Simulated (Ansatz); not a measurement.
Cell and atoms:

```xyz
6
Lattice="3.2694 0.0000 0.0000 -1.6347 2.8314 0.0000 0.0000 0.0000 13.6204" Properties=species:S:1:pos:R:3 pbc="T T T"
W     1.6347    0.9438   10.2153
W     0.0000    1.8876    3.4051
Se    0.0000    1.8876   11.8910
Se    1.6347    0.9438    5.0808
Se    0.0000    1.8876    8.5396
Se    1.6347    0.9438    1.7294
```

What would you see if this were drawn?

Answer. The material is WSe$_{2}$. The structure has P6_3/mmc (No. 194) symmetry and a primitive hexagonal lattice. Among the common structure types it is 2H molybdenite (MoS₂) type. It has 6 atoms to the cell (2 W, 4 Se). The polyhedra are WSe6 trigonal prisms; they share edges. W is coordinated by six Se in a trigonal prismatic arrangement at 2.52 Å. Se is coordinated by three W in a trigonal pyramidal arrangement at 2.52 Å. Not all metal-metal contacts are counted. The bonds build WSe2 layers parallel to (001).

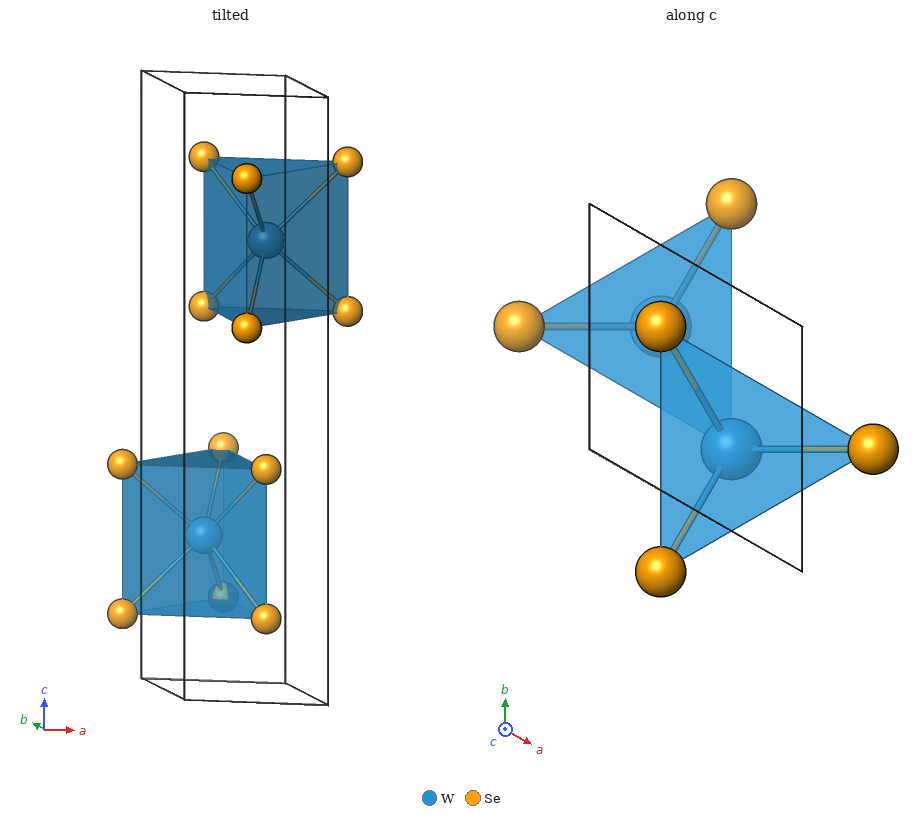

Crystal structure, polyhedral style, seen slightly off an axis and along the c axis. The parallelepiped is the conventional unit cell. A few atoms beyond the faces are included.

The cell started as a structure listed in the Materials Project. The cell was then strained or its atoms displaced on purpose. It went into a calculation with Ansatz.
